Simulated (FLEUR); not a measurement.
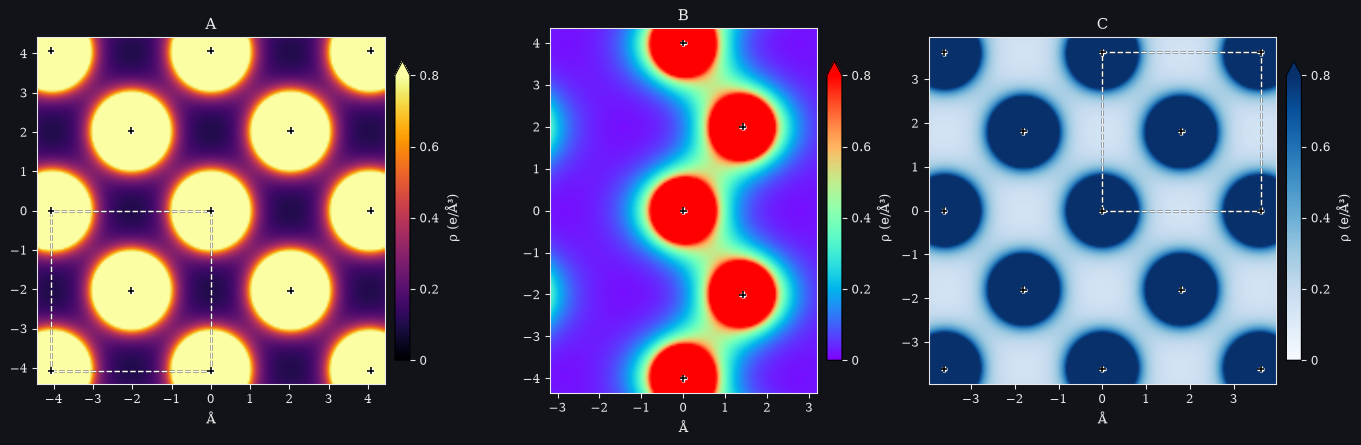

The electron density of 3 systems, each on a plane through atoms (crosses mark nuclei in the plane).

Level of theory: FLEUR MaX-R8.1 (later development tree), Kohn-Sham DFT of a periodic cell, PBEsol, all-electron.

System 1: Cu, the (001) plane of the conventional cell. Space group Fm-3m.

```yaml
crystal:
  lattice:
    - [3.61500, 0.00000, 0.00000]
    - [0.00000, 3.61500, 0.00000]
    - [0.00000, 0.00000, 3.61500]
  atoms:
    - { symbol: Cu, position: [0.00000, 0.00000, 0.00000] }
    - { symbol: Cu, position: [0.50000, 0.50000, 0.00000] }
    - { symbol: Cu, position: [0.50000, 0.00000, 0.50000] }
    - { symbol: Cu, position: [0.00000, 0.50000, 0.50000] }
```

System 2: Ge, the (110) plane of the conventional cell. Space group Fd-3m.

```cif
data_structure
_symmetry_space_group_name_H-M 'P 1'
_symmetry_Int_Tables_number 1
_cell_length_a 5.6578
_cell_length_b 5.6578
_cell_length_c 5.6578
_cell_angle_alpha 90.000
_cell_angle_beta 90.000
_cell_angle_gamma 90.000
_cell_volume 181.11
loop_
_atom_site_label
_atom_site_type_symbol
_atom_site_fract_x
_atom_site_fract_y
_atom_site_fract_z
_atom_site_occupancy
Ge1 Ge 0.25000 0.25000 0.25000 1
Ge2 Ge 0.75000 0.75000 0.25000 1
Ge3 Ge 0.75000 0.25000 0.75000 1
Ge4 Ge 0.25000 0.75000 0.75000 1
Ge5 Ge 0.00000 0.00000 0.00000 1
Ge6 Ge 0.50000 0.50000 0.00000 1
Ge7 Ge 0.50000 0.00000 0.50000 1
Ge8 Ge 0.00000 0.50000 0.50000 1
```

System 3: Au, the (010) plane of the conventional cell. Space group Fm-3m.

```yaml
crystal:
  lattice:
    - [4.07000, 0.00000, 0.00000]
    - [0.00000, 4.07000, 0.00000]
    - [0.00000, 0.00000, 4.07000]
  atoms:
    - { symbol: Au, position: [0.00000, 0.00000, 0.00000] }
    - { symbol: Au, position: [0.50000, 0.50000, 0.00000] }
    - { symbol: Au, position: [0.50000, 0.00000, 0.50000] }
    - { symbol: Au, position: [0.00000, 0.50000, 0.50000] }
```

Q: Match each panel to its system.

A: Panel A is system 3, Au: the plane holds Au. Au–Au (2.88 Å): ρ is about 0.29 e/Å³ halfway. Panel B is system 2, Ge: the plane holds Ge. Ge–Ge (2.45 Å): ρ at the midpoint is about 0.51 e/Å³. Panel C is system 1, Cu: the plane holds Cu. Cu–Cu (2.56 Å): ρ at the midpoint is about 0.27 e/Å³.
